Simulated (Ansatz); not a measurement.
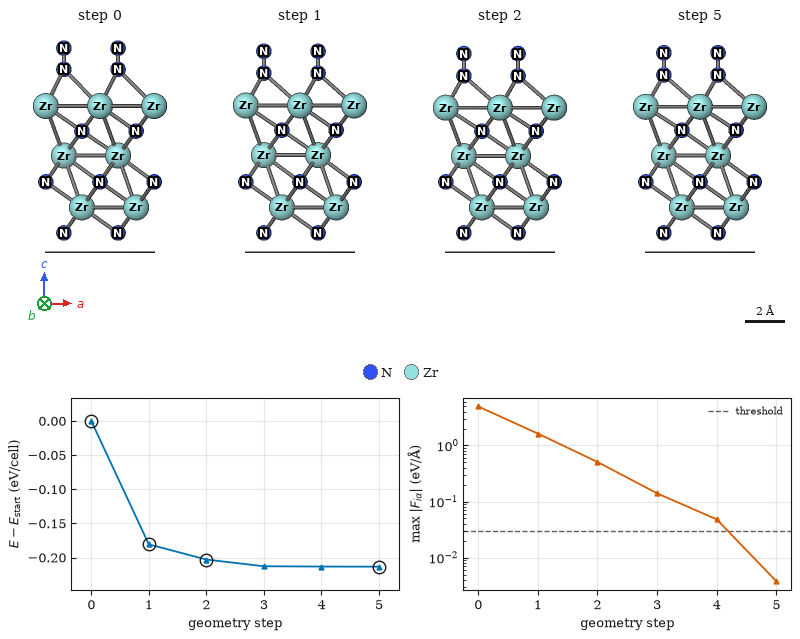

Frames of a constrained relaxation of a slab of composition Zr$_{3}$N$_{5}$ (cut from the Fm-3m phase), marked on the history of the run. A ball-and-stick model of the 2 × 2 repeat of the cell, outlined in the plane, without the vacuum, seen along the b axis.

Case: N2 put at a hollow Zr-Zr-Zr site. The slab is the (1 1 1) face of ZrN with N2 on it. 3 atoms are held fixed.

These are results of DFT r2SCAN, scalar-relativistic, plane waves, PAW in Ansatz, not measurements.

Input
```yaml
crystal:
  lattice:
    - [3.2429610867, 0.0, 0.0]
    - [-1.6214805434, 2.8084866846, 0.0]
    - [0.0, 0.0, 26.7196665985]
  atoms:
    - { symbol: "N", position: [0.3333333333, 0.6666666667, 0.3181177418] }
    - { symbol: Zr, position: [0.6666666667, 0.3333333333, 0.3676667627] }
    - { symbol: "N", position: [0.0, 0.0, 0.4172157836] }
    - { symbol: Zr, position: [0.3333333333, 0.6666666667, 0.4683780797] }
    - { symbol: "N", position: [0.6666666667, 0.3333333333, 0.5158020359] }
    - { symbol: Zr, position: [0.0, 0.0, 0.564523001] }
    - { symbol: "N", position: [0.3333333333, 0.6666666667, 0.6356316727] }
    - { symbol: "N", position: [0.3333333333, 0.6666666667, 0.6767998511] }
basis:
  ecutwfc: 500
kpoints:
  mp_grid: { grid: [9, 9, 1] }
hamiltonian:
  xc: r2scan
scf:
  occupations: { method: gaussian, width: 0.1 }
output:
  forces: true
  eigenvalues: true
  write_density: true
  write_potential: true
  elf: true
  volumetric_format: npy
relax:
  adjacent_minimum: "off"
  f_tol: 0.03
  max_steps: 70
  constraints: [{ sites: [0, 1, 2] }]
efield:
  axis: 3
  dipole_correction: true
  ramp_width: 0.04
```

Command:
```bash
ansatz run input.yaml --threads 2 --pin off --max-ram 5120MiB --backend cpu --events-out ev --progress --plain --runs-dir out
```

> What happens along the run?

The largest move is that of N7, 0.29 Å along the normal (−c). Largest moves by element: N 0.29 Å, Zr 0.04 Å. The cell doesn't change. Some distances before and after: Zr6–N7 2.668 → 2.496 Å, N7–N8 1.100 → 1.152 Å, N5–Zr6 2.280 → 2.232 Å, Zr4–Zr6 3.179 → 3.150 Å. Among the angles between lasting bonds that change: Zr6–N7–Zr6 74.9° → 81.0°, Zr6–N7–N8 135.4° → 131.4°, Zr6–N5–Zr6 90.6° → 93.2°. The energy falls by 0.213 eV per cell of the calculation in 5 geometry steps. The largest force component goes from 5 to 0.0038 eV/Å. The run took 86 s on 2 threads of Arm Neoverse V2 (shared host), peak memory 0.97 GiB. From step 0 to 1: N7 moves most (0.19 Å), energy −0.181 eV per cell of the calculation. From step 1 to 2: N7 moves most (0.14 Å), energy −22.2 meV per cell of the calculation. From step 2 to 5: N5 moves most (0.05 Å), energy −10.4 meV per cell of the calculation.

Limits of the set-up: the cell has an odd number of electrons but was run without spin polarisation; the periodic images lie only 3.2 Å apart, so the values are limited by the cell's size.
